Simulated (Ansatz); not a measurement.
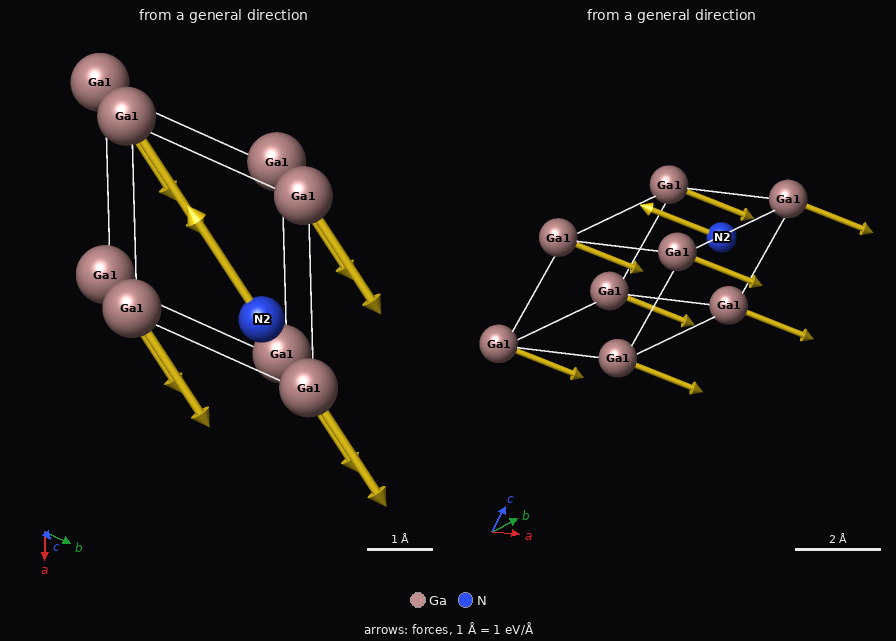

Spheres-only drawing of the structure, looking from two general directions. The frame is the simulation cell; atoms at its boundary are shown with their periodic copies. The arrows are the computed forces on the atoms.

System: GaN. Theory: Ansatz 0.2.0, DFT r2SCAN, scalar-relativistic, plane waves, PAW. Numerical settings: plane waves up to 500 eV, a 10×10×10 mesh of k-points, Gaussian smearing of 0.05 eV, no spin polarisation.

Q: Are the atoms in equilibrium?

A: No. The atoms still feel forces of up to about 1.8 eV/Å, far above a usual threshold of 0.01 to 0.03 eV/Å.

Q: Which atom is furthest from force balance?

A: Ga1 and N2, about 1.8 eV/Å.

Origin of the cell: a structure listed in the Materials Project. The cell was then strained or its atoms displaced on purpose. A calculation with Ansatz used it as input.
